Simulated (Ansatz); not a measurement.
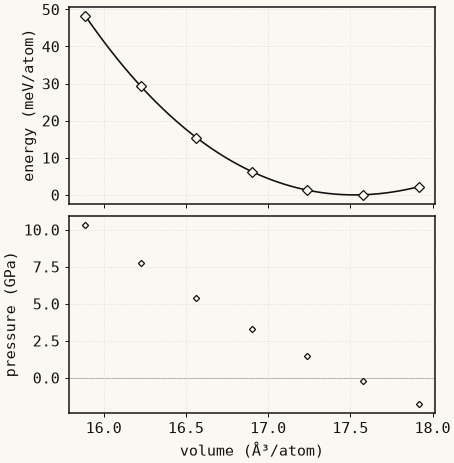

The figure shows the energy and pressure against volume for SrO, space group Fm-3m (No. 225).

The given structure:
```cif
data_structure
_symmetry_space_group_name_H-M 'P 1'
_symmetry_Int_Tables_number 1
_cell_length_a 3.6293
_cell_length_b 3.6293
_cell_length_c 3.6293
_cell_angle_alpha 60.000
_cell_angle_beta 60.000
_cell_angle_gamma 60.000
_cell_volume 33.80
loop_
_atom_site_label
_atom_site_type_symbol
_atom_site_fract_x
_atom_site_fract_y
_atom_site_fract_z
_atom_site_occupancy
Sr1 Sr 0.50000 0.50000 0.50000 1
O1 O 0.00000 0.00000 0.00000 1
```

Computed with Ansatz 0.2.0: plane-wave DFT, no spin polarisation; energies at scaled volumes of the given cell, shape and fractions fixed, counted from the fit's minimum, third-order Birch-Murnaghan fit. Level: PBE.

k mesh 9×9×9; occupations Fermi–Dirac; smearing width 0.05 eV; potentials Ansatz PAW; wave cutoff 420 eV; density cutoff 1680 eV.

What equilibrium volume and bulk modulus follow from the curve?

Answer. A third-order Birch–Murnaghan fit gives V0 = 17.53 Å³/atom, B0 = 84.7 GPa and B′ = 4.4.

What does the pressure do across the range?

Answer. It falls from 10.34 GPa at volume 15.89 Å³/atom to −1.77 GPa at 17.92 Å³/atom, and changes sign near 17.53 Å³/atom.
